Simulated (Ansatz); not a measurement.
## NaCl (Fm-3m): refractive index against wavelength

The refractive index of NaCl (Fm-3m) below the direct gap (5.15 eV on the mesh) is read from one computed spectrum, n = √(Re ε).

Cell: a, b, c = 3.974, 3.974, 3.974 Å (primitive vectors), 2 atoms.

Method: Ansatz 0.2.0, PBE, independent particles, k-mesh 8×8×8 with interpolation inside its cells, Gaussian parameter 0.15 eV.

Launch of the response step: `ansatz run input.yaml --threads 4 --pin off --max-ram 8192MiB --backend cpu --events-out ev --progress --plain --runs-dir out`. The run took 3 s, on 4 threads of Arm Neoverse V2, with other jobs on the host.

| wavelength (nm) | photon energy E (eV) | n |
| --- | --- | --- |
| 850 | 1.459 | 1.6740 |
| 700 | 1.771 | 1.6804 |
| 633 | 1.959 | 1.6849 |
| 532 | 2.331 | 1.6956 |
| 450 | 2.755 | 1.7109 |
| 405 | 3.061 | 1.7244 |
| 365 | 3.397 | ? |

In the single-oscillator model n² − 1 = E₀E_d/(E₀² − E²), so 1/(n² − 1) = E₀/E_d − E²/(E₀E_d) is linear in E².

Working, on the rows shown:

| x = E² (eV²) | y = 1/(n² − 1) |
| --- | --- |
| 2.12762 | 0.554854 |
| 3.13716 | 0.548323 |
| 3.83641 | 0.543807 |
| 5.43137 | 0.533316 |
| 7.59115 | 0.518893 |
| 9.37179 | 0.5067 |

Means: x̄ = 5.2493, ȳ = 0.53432. Σ(x − x̄)(y − ȳ) = -0.2573, Σ(x − x̄)² = 38.71. Slope = -0.2573 / 38.71 = -0.006645; intercept = ȳ − slope · x̄ = 0.5692. Turned back into n, the line misses the rows shown by at most 0.00025.

Q: Predict the last column of the withheld row from the fit.

A: At x = 11.538 the line gives y = 0.49252, that is 1.7408. The run gave 1.7419, so the extrapolation is off by 0.0011, 1.6 % of the range in the table.

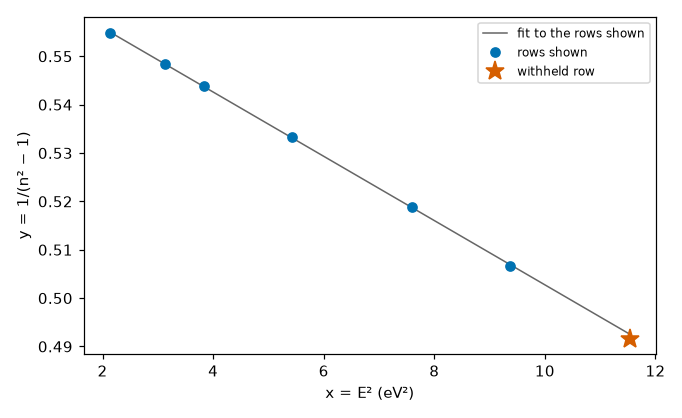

Refitted with all rows, the slope is -0.006714 and the intercept 0.56949. These give E₀ = √(intercept/−slope) = 9.21 eV and E_d = E₀/intercept = 16.2 eV; E₀ is 1.8 times the direct gap. The electronic limit at long wavelengths, without lattice vibrations, is n = √(1 + 1/intercept) = 1.660. The cell comes from an older database entry, whose edges can be off by a per cent or so. Excitons are left out and so are local fields; PBE gaps are as a rule too small.
